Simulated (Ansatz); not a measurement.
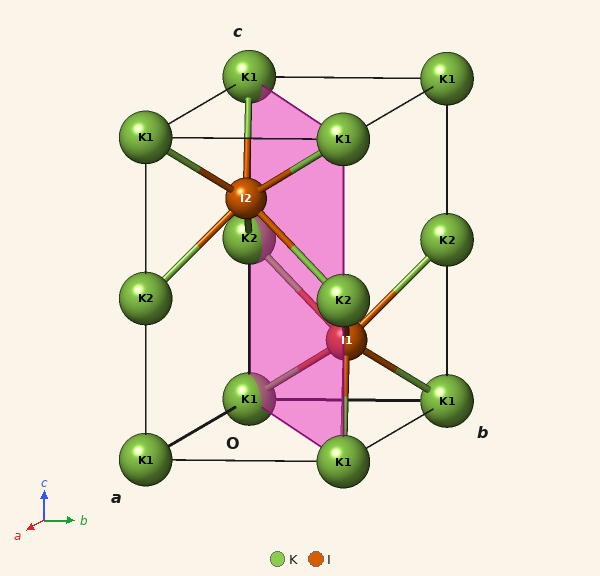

Crystal: KI, coordinates from a relaxation with Ansatz 0.2.0, DFT PBE, scalar-relativistic, plane waves, PAW; the starting structure was generated, so it need not be a known form of this composition. The shaded plane is a symmetry element of the crystal. Geometry calculated from the standardised cell; symmetry tolerance 0.002 Å.

a = 4.966 Å, b = 4.966 Å, c = 8.673 Å, α = 90.00°, β = 90.00°, γ = 120.00°.

```tsv
atom	x	y	z
K1	0.0000	0.0000	0.0000
I1	0.3333	0.6667	0.2500
K2	0.0000	0.0000	0.5000
I2	0.6667	0.3333	0.7500
```

Q: Is it a mirror or a glide plane, and what is the operation?

A: It is a glide plane with glide vector (0, 0, 1/2), parallel to (1 −1 0), through (1/2, 1/2, 1/2): x, y, z → y, x, z+1/2.

Q: Onto which atom does it carry each atom (up to whole multiples of a, b and c)?

A: K1 → K2, I1 → I2, K2 → K1, I2 → I1.

Q: What is the crystal's space group?

A: No. 194, P6_3/mmc.
